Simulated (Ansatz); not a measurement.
# Geometry relaxation, with input and output: InP (part 2 of 2)

InP (slab, 6 atoms in the cell); DFT, PBEsol, plane waves, PAW, no spin polarisation (Ansatz 0.2.0); cutoff 420 eV, 9×9×1 k-mesh, Gaussian smearing of 0.05 eV. The structure derives from an entry of the Crystallography Open Database. The input holds or restrains some coordinates. Forces given for the steps count only the free coordinates.

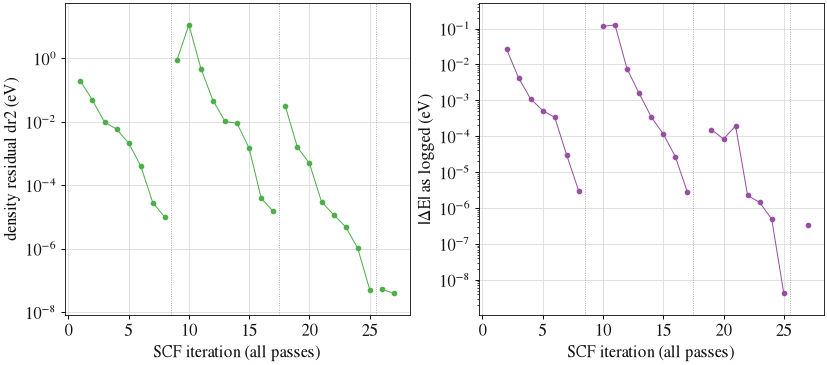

Figure 1. Convergence of the self-consistent field: density residual dr2 and size of the energy change against the SCF iteration. The dotted lines part the SCF passes of the relaxation: geometry steps, rejected trials and re-solves on a re-selected basis. The passes take 8, 9, 8 and 2 iterations.

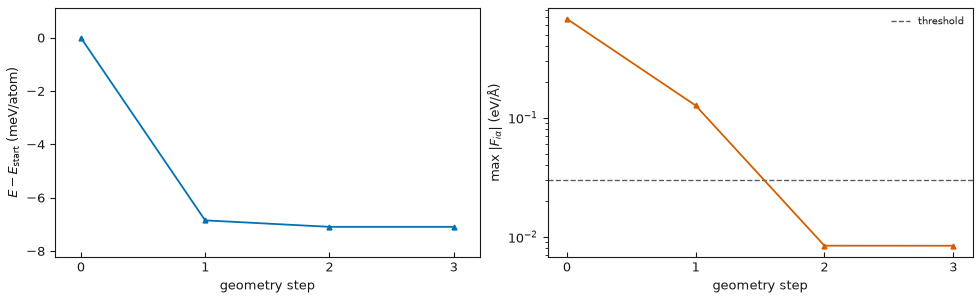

Figure 2. Progress of the restrained relaxation, step by step (the first geometry is step 0 here and step 1 in the log).

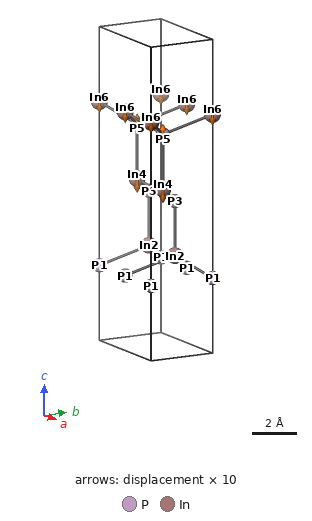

Figure 3. The starting structure with the displacements as orange arrows, magnified 10 times (ball-and-stick view of the 2 × 1 repeat of the cell, with the vacuum cut short, seen slightly off an axis). The energy falls by 7.1 meV per atom in 3 geometry steps. The largest force component goes from 0.68 to 0.0084 eV/Å. In4 moves most: 0.068 Å. Largest moves by element: In 0.068 Å, P 0.051 Å. The cell doesn't change. Distances before and after: In4–P5 2.545 → 2.664 Å, P5–In6 2.545 → 2.512 Å, P3–In4 2.545 → 2.523 Å. Among the angles that change: In4–P5–In6 109.5° → 107.2°, P5–In6–P5 109.5° → 111.6°, In6–P5–In6 109.5° → 111.6°. (Atoms are counted from 1 in the order of the input.)

```
SCF converged after 2 iterations
Free energy (F): -18795.434722 eV
Harris-Foulkes:  -18795.434722 eV  (|F-HF|=3.82e-8)
Internal energy: -18795.427982 eV  (E = F + TS)
E sigma→0 (E₀):  -18795.431352 eV
Entropy (-TS):   -0.006740 eV (-1.123 meV/atom)
Fermi energy:    0.274164 eV
Dipole field:    D = 0.108262 V/Å  (p = 0.220533 e·Å, saw-weighted, corrected)
Work function:   Φ+ = 3.2885 eV   Φ− = 5.9557 eV
Levels:          The Fermi level and band energies are counted from a zero that moves with the ramp; work functions are not
--- Per-component energies (eV) ---
  E_band       = -539.550141
  E_kinetic    = 936.358139
  E_local      = -30549.246630  (includes V_loc(G=0)·N_el)
  E_nonlocal   = 1207.687495
  E_hartree    = 14637.916710
  E_xc         = -820.353488
  E_vxc        = -477.638267  (∫ρ·V_xc dr)
  E_paw        = -13914.702355  (= ΣΔE_a)
  E_vpaw       = -931.616238  (= ΣTr[D̂ρ^β])
  E_aug_tail   = 0.000087  (compensation charges beyond the density's cutoff)
  E_efield     = 0.011938  (sawtooth field / dipole correction)
  E_vefield    = -0.934927  (∫n·V_field dr)
  E_ewald      = 9706.054128
  E_core_change = 0.845996  (= ΣΔE_core)
  E_smearing   = -0.006740  (= −TS)
  E_closure    = 0.000000  (closes the sum)
  Σ components = -18795.434722   (vs F -18795.434722, Δ=0.00e0)
--- Forces (eV/Å), atoms counted from 1 ---
  atom   1  P      0.00000000    -0.00000000     0.23175789
  atom   2  In    -0.00000000     0.00000000    -0.76516846
  atom   3  P      0.00000000    -0.00000000     0.55353702
  atom   4  In     0.00000000     0.00000000    -0.00459713
  atom   5  P      0.00000000    -0.00000000    -0.00709928
  atom   6  In     0.00000000     0.00000000    -0.00843789
  max |Σ_I F_I| component: 7.85e-6 eV/Å
--- Band table (eV; the first three rows and the last of 12) ---
  k-point 0: bands = ["-15.0934", "-15.0315", "-15.0315", "-14.9118", "-14.9118", "-14.5750", "-14.4708", "-14.4708", "-14.3507", "-14.3507", "-13.6454", "-13.4905", "-13.4905", "-13.3794", "-13.3794", "-11.8252", "-10.9716", "-9.5923", "-5.2800", "-3.3751", "-1.5376", "-1.5376", "-1.0086", "-0.8227", "-0.8227", "0.4121", "0.4612", "0.4612", "0.9857", "1.6459", "2.2146", "3.6061", "3.6386"]
  k-point 1: bands = ["-15.1032", "-15.0257", "-15.0253", "-14.9145", "-14.9094", "-14.5739", "-14.4760", "-14.4644", "-14.3538", "-14.3487", "-13.6388", "-13.4995", "-13.4852", "-13.3822", "-13.3768", "-11.7089", "-10.8621", "-9.4841", "-5.2403", "-3.4658", "-2.3354", "-1.8749", "-1.7384", "-1.0030", "-0.6982", "-0.1913", "0.2838", "0.6417", "1.5255", "2.0964", "2.8622", "3.3830", "3.7281"]
  k-point 2: bands = ["-15.1301", "-15.0118", "-15.0094", "-14.9205", "-14.9010", "-14.5800", "-14.4803", "-14.4501", "-14.3610", "-14.3418", "-13.6254", "-13.5195", "-13.4737", "-13.3888", "-13.3682", "-11.3767", "-10.5528", "-9.1779", "-5.2610", "-4.2029", "-3.1253", "-2.9249", "-2.1649", "-1.5689", "-1.4000", "-0.1996", "-0.1081", "0.5485", "1.8258", "2.4182", "3.1241", "3.5526", "3.9827"]
  k-point 11: bands = ["-15.1725", "-15.0017", "-14.9739", "-14.9160", "-14.8960", "-14.6026", "-14.4645", "-14.4406", "-14.3560", "-14.3398", "-13.5988", "-13.5456", "-13.4703", "-13.3824", "-13.3631", "-10.1238", "-9.5052", "-8.1212", "-6.4354", "-5.9232", "-4.8845", "-4.1591", "-3.5401", "-2.7781", "-2.0977", "-1.8011", "-0.0404", "0.3742", "2.6149", "3.0422", "3.9363", "4.3544", "4.8401"]
--- Relaxed structure (4 steps of the walk, 4 accepted, 0 SCFs on fresh bases) ---
  F+E_penalty+E_count = -18795.43472210 eV   max|allowed force component| = 8.438e-3 eV/Å
  atoms:
    - { symbol: P, position: [0.0, 0.0, 0.3450237878] }
    - { symbol: In, position: [0.3333333333333333, 0.6666666666666666, 0.379462946] }
    - { symbol: P, position: [0.3333333333333333, 0.6666666666666666, 0.4827804209] }
    - { symbol: In, position: [0.6666666666666666, 0.3333333333333333, 0.5144606484799885] }
    - { symbol: P, position: [0.6666666666666666, 0.3333333333333333, 0.6225979027222345] }
    - { symbol: In, position: [-9.523857220233585e-19, 0.0, 0.6528052510366762] }
```

Trajectory as extended XYZ (Å, eV, eV/Å), 4 frames, from step=1 to step=4:
```
6
Lattice="4.1565 0.0000 0.0000 -2.0783 3.5996 0.0000 0.0000 0.0000 24.6360" Properties=species:S:1:pos:R:3:forces:R:3 step=1 energy=-18795.39218
P     0.0000    0.0000    8.5000    0.0000   0.0000   0.2203
In    0.0000    2.3998    9.3484    0.0000   0.0000  -0.6560
P     0.0000    2.3998   11.8938    0.0000   0.0000   0.6365
In    2.0783    1.1999   12.7422    0.0000   0.0000  -0.6198
P     2.0783    1.1999   15.2875    0.0000   0.0000   0.6769
In    0.0000    0.0000   16.1360    0.0000   0.0000  -0.2576
6
Lattice="4.1565 0.0000 0.0000 -2.0783 3.5996 0.0000 0.0000 0.0000 24.6360" Properties=species:S:1:pos:R:3:forces:R:3 step=2 energy=-18795.43326
P     0.0000    0.0000    8.5000    0.0000   0.0000   0.2305
In    0.0000    2.3998    9.3484    0.0000   0.0000  -0.7537
P     0.0000    2.3998   11.8938    0.0000   0.0000   0.5236
In    2.0783    1.1999   12.6751    0.0000   0.0000  -0.0922
P     2.0783    1.1999   15.3092    0.0000   0.0000   0.1269
In    0.0000    0.0000   16.0687    0.0000   0.0000  -0.0354
6
Lattice="4.1565 0.0000 0.0000 -2.0783 3.5996 0.0000 0.0000 0.0000 24.6360" Properties=species:S:1:pos:R:3:forces:R:3 step=3 energy=-18795.43472
P     0.0000    0.0000    8.5000    0.0000   0.0000   0.2318
In    0.0000    2.3998    9.3484    0.0000   0.0000  -0.7652
P     0.0000    2.3998   11.8938    0.0000   0.0000   0.5536
In    2.0783    1.1999   12.6742    0.0000   0.0000  -0.0046
P     2.0783    1.1999   15.3383    0.0000   0.0000  -0.0071
In    0.0000    0.0000   16.0825    0.0000   0.0000  -0.0084
6
Lattice="4.1565 0.0000 0.0000 -2.0783 3.5996 0.0000 0.0000 0.0000 24.6360" Properties=species:S:1:pos:R:3:forces:R:3 step=4 energy=-18795.43472
P     0.0000    0.0000    8.5000    0.0000   0.0000   0.2318
In    0.0000    2.3998    9.3484    0.0000   0.0000  -0.7652
P     0.0000    2.3998   11.8938    0.0000   0.0000   0.5535
In    2.0783    1.1999   12.6742    0.0000   0.0000  -0.0046
P     2.0783    1.1999   15.3383    0.0000   0.0000  -0.0071
In    0.0000    0.0000   16.0825    0.0000   0.0000  -0.0084
```

This output came from the following input.

The input:
```yaml
crystal:
  lattice:
    - [4.156502406, 0.0, 0.0]
    - [-2.078251203, 3.5996366745, 0.0]
    - [0.0, 0.0, 24.635982507]
  atoms:
    - { symbol: P, position: [0.0, 0.0, 0.3450237878] }
    - { symbol: In, position: [0.3333333333, 0.6666666667, 0.379462946] }
    - { symbol: P, position: [0.3333333333, 0.6666666667, 0.4827804209] }
    - { symbol: In, position: [0.6666666667, 0.3333333333, 0.5172195791] }
    - { symbol: P, position: [0.6666666667, 0.3333333333, 0.620537054] }
    - { symbol: In, position: [0.0, 0.0, 0.6549762122] }
basis:
  ecutwfc: 420
kpoints:
  mp_grid: { grid: [9, 9, 1] }
hamiltonian:
  xc: pbesol
scf:
  occupations: { method: gaussian, width: 0.05 }
  lower_state_search: standard
output:
  forces: true
  eigenvalues: true
relax:
  adjacent_minimum: "off"
  f_tol: 0.03
  max_steps: 70
  constraints: [{ sites: [0, 1, 2] }]
efield:
  axis: 3
  dipole_correction: true
  ramp_width: 0.04
```

Launch command:
```bash
ansatz run input.yaml --threads 2 --pin off --max-ram 5120MiB --backend cpu --events-out ev --progress --plain --runs-dir out
```

Key numbers:

| quantity | value |
| --- | --- |
| outcome | converged under the restraints of the input |
| electrons treated | 54 |
| free energy | −18795.4347 eV |
| Fermi energy | 0.274 eV |
| gap on the k-point mesh | none (metallic) |
| final volume | 368.60 Å³ |
| largest force (length of the vector) at the end, held atoms and coordinates included | 0.765 eV/Å |
| hardware | 2 threads of AMD EPYC (Zen 5), 32 GiB of memory available, shared host |
| wall time | 8.5 s (CPU time 17 s) |
| peak memory | 0.65 GiB |

Settings chosen away from the usual ones: scf.lower_state_search set to standard.
